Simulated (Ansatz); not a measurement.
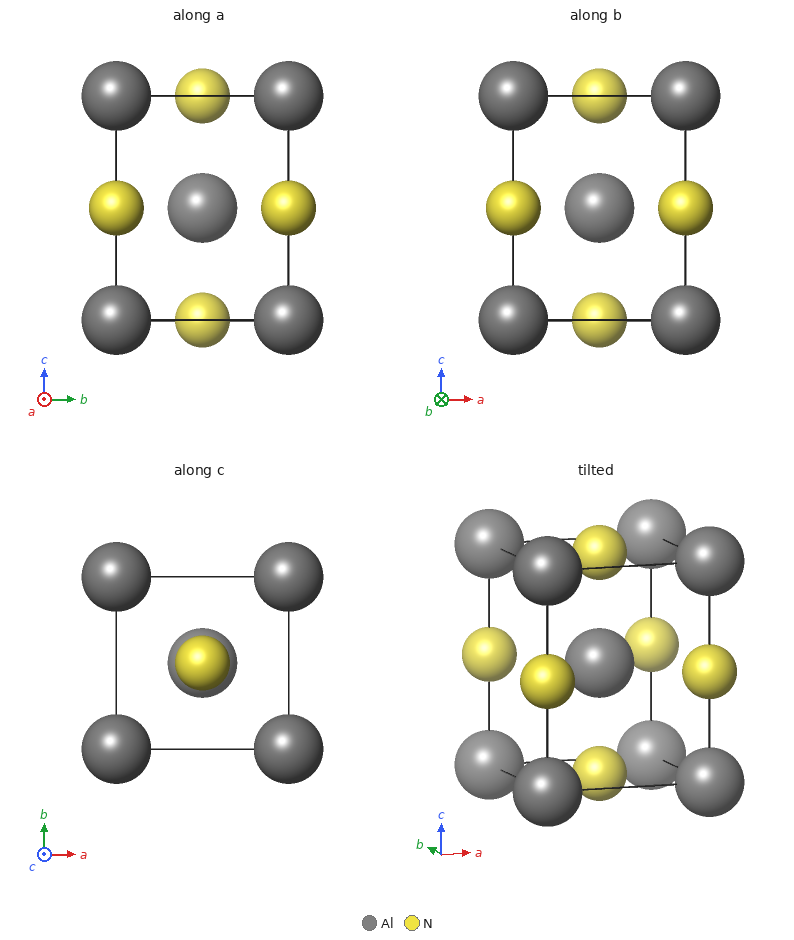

The crystal in a spheres-only representation, seen along the a axis, along the b axis, along the c axis and slightly off an axis. Atoms at the boundary of the conventional unit cell (the box) are drawn once for each face, edge or corner they touch.

Lattice parameters: a = 2.9979 Å, b = 2.9979 Å, c = 3.9025 Å, α = 90.000°, β = 90.000°, γ = 90.000°.

Question: Put the structure into a CIF with its space group and independent sites.

Answer:
```cif
data_structure
_symmetry_space_group_name_H-M 'I 4/m m m'
_symmetry_Int_Tables_number 139
_cell_length_a 2.9979
_cell_length_b 2.9979
_cell_length_c 3.9025
_cell_angle_alpha 90.000
_cell_angle_beta 90.000
_cell_angle_gamma 90.000
_cell_volume 35.07
loop_
_atom_site_label
_atom_site_type_symbol
_atom_site_symmetry_multiplicity
_atom_site_Wyckoff_symbol
_atom_site_fract_x
_atom_site_fract_y
_atom_site_fract_z
_atom_site_occupancy
Al1 Al 2 a 0.0000 0.0000 0.0000 1
N1 N 2 b 0.0000 0.0000 0.5000 1
```

Origin of the cell: a structure type filled with these elements by a generator (whether the compound takes this form wasn't checked). The cell was then strained or its atoms displaced on purpose. It went into a calculation with Ansatz.

At this level of theory the cell isn't at rest (stretched, at -6 GPa), so its distances can differ from those at equilibrium, the more so the softer the solid.
